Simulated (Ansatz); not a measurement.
SnTe: single-point calculation

- system: SnTe (2 atoms in the cell)
- method: DFT, r2SCAN, plane waves, PAW (Ansatz 0.2.0)

The structure derives from an entry of the Crystallography Open Database. The run did not end well. The geometry comes from this level: r2SCAN. It belongs to a series of runs on one base structure; here: scf.eigensolver.kind = dense. Figures and captions count atoms from 1; the log counts them from 0 in places.

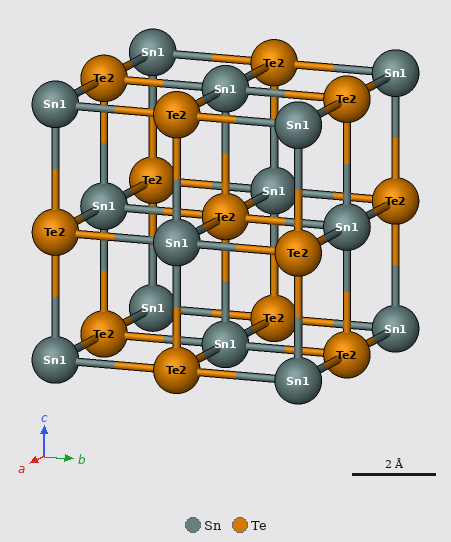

**Figure 1.** The structure (ball-and-stick view of the cell 4 times as large as that of the calculation, set on its symmetry axes, seen slightly off an axis; atoms are numbered from 1 in the order of the input).

The input:
```yaml
crystal:
  lattice:
    - [0.0, 3.189354573, 3.189354573]
    - [3.189354573, 0.0, 3.189354573]
    - [3.189354573, 3.189354573, 0.0]
  atoms:
    - { symbol: Sn, position: [0.0, 0.0, 0.0] }
    - { symbol: Te, position: [0.5, 0.5, 0.5] }
kpoints:
  mp_grid: { grid: [6, 6, 6] }
hamiltonian:
  xc: r2scan
scf:
  occupations: { method: fermi_dirac, width: 0.02 }
  n_extra_bands: 4
  eigensolver: { kind: dense }
output:
  forces: true
  stress: true
  eigenvalues: true
```

Machine: 4 threads of Arm Neoverse V1, 112 GiB of memory available, shared host.

Launch command:
```bash
ansatz run input.yaml --threads 4 --pin off --max-ram 3686MiB --backend cpu --events-out ev --progress --plain --runs-dir out
```

Output:
```
scf.n_extra_bands = 4 over 15 filled bands (N_el = 30.0): the run solves 19 bands
Engine: ansatz 0.2.0, aarch64-unknown-linux-gnu
Pseudopotentials: kind: paw
Pseudopotential: Sn, paw, valence charge 14, recommended cutoff 500 eV (meta_gga), Sn.paw.azcp
Pseudopotential: Te, paw, valence charge 16, recommended cutoff 500 eV (meta_gga), Te.paw.azcp
Functional definition: r2SCAN
  parameter k0 = 0.174
  parameter k1 = 0.065
  parameter a1 = 4.9479
  exchange = r2scan_x(k0 = k0, k1 = k1, a1 = a1)
  correlation = r2scan_c
Crystal: 2 atoms, lattice volume = 64.884 Å³
Basis set: ecut = 500 eV, 1639 PW (Γ), exchange–correlation on 144×144×144 points (64 copies of the dense FFT grid, shifted against one another)
Bands: 19, of which v1, the nominal top of the filled ones, is band 15 counted from 1 (14 counted from 0)
Symmetry: 48 space group operations
Space group: Fm-3m (ITA 225), of the structure as read, at distance tolerance 4.0e-5 Å
k-points: 16 of 216
Non-local potential: Sn, projectors of the file, l = 0: 2, l = 1: 2, l = 2: 2, l = 3: 2
Non-local potential: Te, projectors of the file, l = 0: 2, l = 1: 2, l = 2: 2, l = 3: 2
PAW form: soft (Blöchl's): semilocal exchange-correlation on the pseudo side does not see the compensation charge
PAW frozen core: Sn, regenerated for the run's functional (the file was generated under x = pbe(κ = 0.804, μ = 0.2195149727645171), c = pbe(β = 0.06672455060314922))
PAW frozen core: Te, regenerated for the run's functional (the file was generated under x = pbe(κ = 0.804, μ = 0.2195149727645171), c = pbe(β = 0.06672455060314922))
PAW one-centre angular grid: Sn, 590 points (default); XC on 249 of its mesh's 2787 points in the sphere
PAW one-centre angular grid: Te, 590 points (default); XC on 160 Gauss nodes
Initial density: superposition of atomic densities (neutral atoms: chi_scale 0, normalization atom), corrected by the library's trained network
Initial wavefunctions: pseudopotential atomic-orbital guess
Eigensolver: Dense (16 Hₖ)
Functional: x = r2scan, c = r2scan; τ floored in thin density (d = 2e-4 eV/Å³)
SCF iter   1: F=—  HF=-13033.972513 eV  |F-HF|=—  |Δ(HF+E_count)|=         —  Δρ=3.22e-3  dr2=5.18e-3  dr2_τ=5.74e-4  ethr=1.00e-1
preconditioner: auto → none  [insulator: Δε(μ)=0.119 eV  Ē_g=8.999 eV  σ=0.020 eV  W_gap=0.90  n_scr=14 (ndim 8)  ℏωp=14.6 eV  f_vac=0.012  D(μ)=0.17/eV (n_scr^D=0)  ε∞_Penn≈3.6]
SCF iter   2: F=—  HF=-13033.981776 eV  |F-HF|=—  |Δ(HF+E_count)|=   9.26e-3  Δρ=1.38e-3  dr2=8.55e-4  dr2_τ=2.65e-5  ethr=1.73e-5
SCF iter   3: F=—  HF=-13033.982082 eV  |F-HF|=—  |Δ(HF+E_count)|=   3.06e-4  Δρ=2.38e-4  dr2=1.39e-5  dr2_τ=8.92e-7  ethr=2.85e-6
SCF iter   4: F=—  HF=-13033.982094 eV  |F-HF|=—  |Δ(HF+E_count)|=   1.24e-5  Δρ=3.44e-5  dr2=6.77e-7  dr2_τ=1.66e-8  ethr=4.64e-8
```

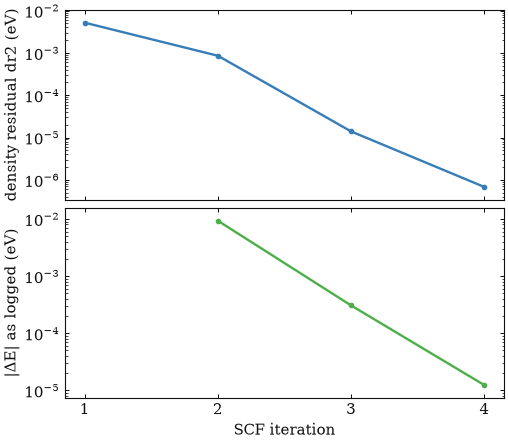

**Figure 2.** Convergence of the self-consistent field: density residual dr2 and size of the energy change against the SCF iteration. The run ended after 4 iterations.

```
Error: SIGTERM received: cancelled by the caller after 4 completed SCF iterations
```

What the run reported:

- outcome: stopped at the time limit
- space group (tolerance 0.01 Å): Fm-3m (225)
- wall time: 64 s (CPU time 4.2 min)
- peak memory: 1.9 GiB

What went wrong:

Settings chosen away from the usual ones: scf.eigensolver.kind = dense. The run was cut off by its time limit, so the output is incomplete.
